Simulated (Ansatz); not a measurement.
Ge

Input

```
crystal:
  lattice:
    - [0.0, 2.88574, 5.115665]
    - [2.630497, 0.0, 5.115665]
    - [2.630497, 2.88574, 0.0]
  atoms:
    - { symbol: Ge, position: [0.72649, 0.27351, 0.72649] }
    - { symbol: Ge, position: [0.27351, 0.72649, 0.27351] }
    - { symbol: Ge, position: [0.218133, 0.218133, 0.781867] }
    - { symbol: Ge, position: [0.781867, 0.781867, 0.218133] }
hamiltonian:
  xc: blyp
  pseudopotentials: { kind: paw }
  dispersion: d4
kpoints:
  mp_grid: { grid: [5, 5, 5] }
scf:
  occupations: { method: fermi_dirac, width: 0.05 }
output:
  forces: true
  stress: true
  eigenvalues: true
  write_density: true
  write_potential: true
  elf: true
  volumetric_format: npy
relax:
  f_tol: 0.01
  max_steps: 40
  cell: { stress_tol: 0.05 }
```

Run with:

```sh
ansatz run input.yaml --threads 2 --pin off --max-ram 5632MiB --backend cpu --events-out ev --progress --plain --runs-dir out
```

Below, planes, directions and counts refer to the conventional cell (a = 5.38 Å, b = 6.32 Å, c = 11.05 Å, α = 90.00°, β = 90.00°, γ = 90.00°).

The fields are those of the run's last geometry, not of the input's.

Space group Fmmm; a structure from a database of computed crystals, not necessarily the ambient phase.

Theory: Ansatz 0.2.0, Kohn-Sham DFT of a periodic cell, BLYP with D4, Ansatz PAW.

What can the converged electron localisation function tell about the bonding?

Ge–Ge (2.82 Å): the ELF reaches about 0.60 near the midpoint.

Does the calculation give a band gap?

It is metallic or semimetallic at this level of theory: no gap opens.

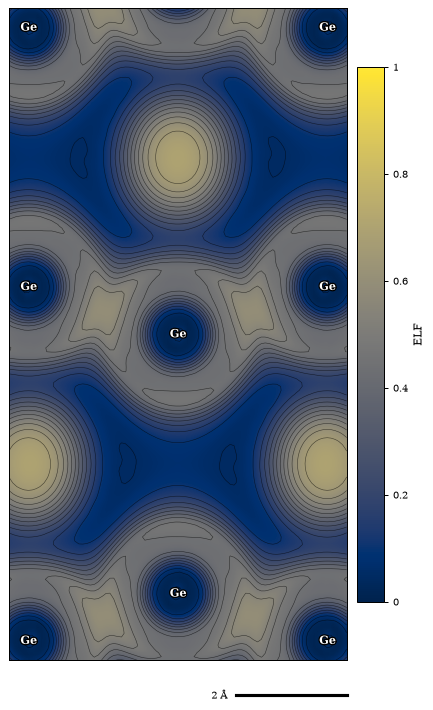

Computed electron localisation function on the (010) plane of the conventional cell. 

Core electrons are frozen (PAW), and the valence fields are smoothed inside the atomic spheres.
